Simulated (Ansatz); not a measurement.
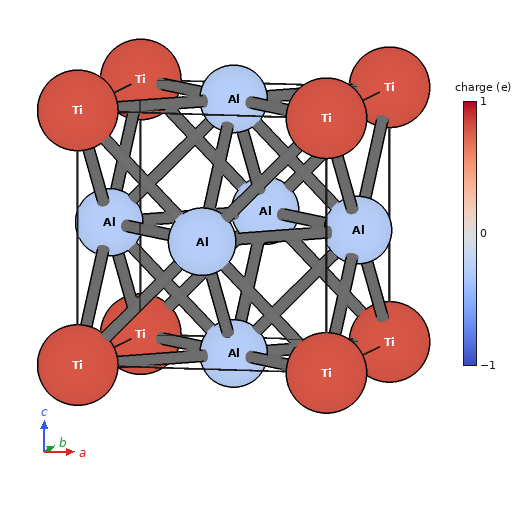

The structure above is drawn in ball-and-stick style and viewed slightly off an axis. The wireframe shows the simulation cell. The atoms of this TiAl₃ cell are coloured by their Bader charge.

Run with DFT PBE, scalar-relativistic, plane waves, PAW in Ansatz 0.2.0 and these settings: a 420 eV plane-wave basis, k-points on a 12×12×12 grid, Gaussian smearing of 0.1 eV, no spin polarisation.

Summarise the charge transfer.

Answer. Most positive: Ti; most negative: Al. Charges: about Ti +0.8 e; Al -0.3 e.

The structure was taken from a structure type filled with these elements by a generator (whether the compound takes this form wasn't checked). Earlier steps of the study may have refined or changed the cell and positions. A calculation with Ansatz used it as input.
